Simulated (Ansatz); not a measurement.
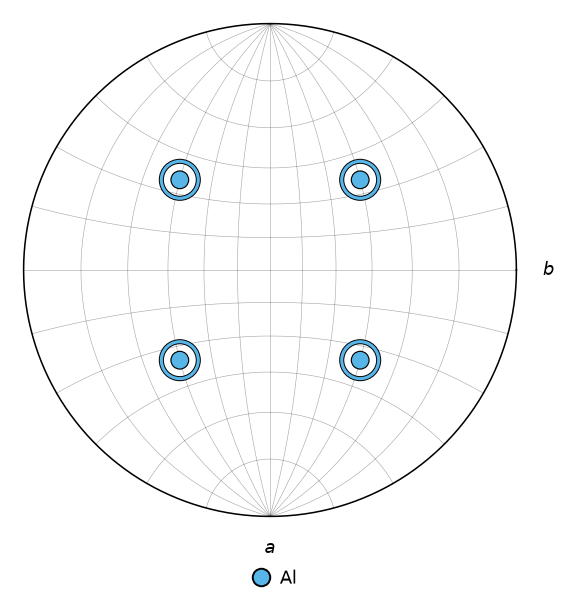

For ScAl, the input geometry of an electronic-structure calculation (not necessarily at equilibrium): directions from one scandium atom at (1/2, 1/2, 1/2) to its bonded neighbours, in stereographic projection down c (filled: above the plane of the page or in it, open: below). Geometry calculated from the standardised cell; symmetry tolerance 0.002 Å.

Neighbours are counted up to 3.27 Å for Al.

```
Sc Al
1.0
     3.37035    0.00000    0.00000
     0.00000    3.37035    0.00000
     0.00000    0.00000    3.37035
Sc Al
1 1
Direct
  0.50000 0.50000 0.50000
  0.00000 0.00000 0.00000
```

### How many neighbours are there, and at what angles?

8: 8 Al at 2.92 Å. Angles between bonds: 71° (12×), 109° (12×), 180° (4×).

### What is the site's symmetry in the crystal?

Point group m-3m (Oh), order 48: three fourfold axes, four threefold axes, six twofold axes, nine mirror planes, an inversion centre. In Pm-3m (No. 221) this is Wyckoff position 1b.
